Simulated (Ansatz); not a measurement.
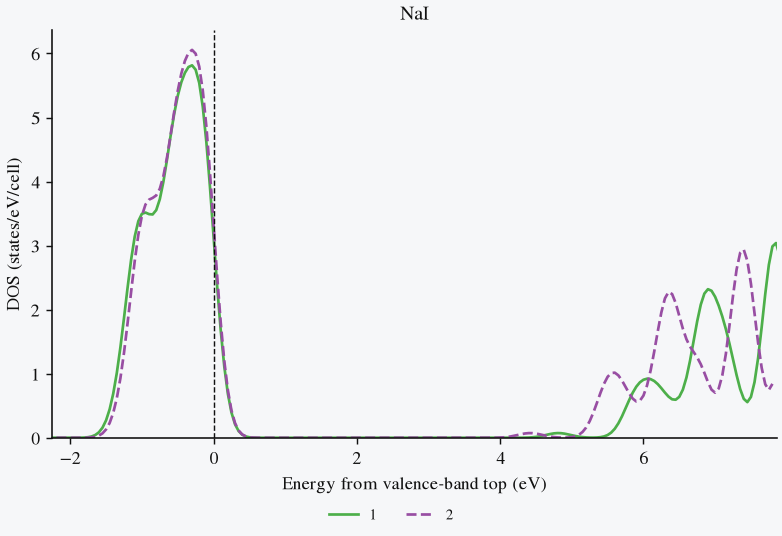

Total densities of states of NaI, space group F-43m (No. 216), 2 atoms in the cell, zincblende type, by two methods on the same cell. The curves are built from the levels of the k mesh with Gaussians 0.4 eV wide, which also blur the band edges. Each is counted from its own valence-band top.

Which curve is which? The methods: r2SCAN, HSE06.

Answer. 1 is HSE06; 2 is r2SCAN. HSE06 gives a gap of 4.81 eV and r2SCAN gives a gap of 4.42 eV.

Settings. HSE06: DFT, HSE06, plane waves, PAW, no spin polarisation, 4×4×4 k mesh, 420 eV cutoff (Ansatz). r2SCAN: DFT, r2SCAN, plane waves, PAW, no spin polarisation, 4×4×4 k mesh, 500 eV cutoff (Ansatz).

Spin-orbit coupling is left out, which matters for I.
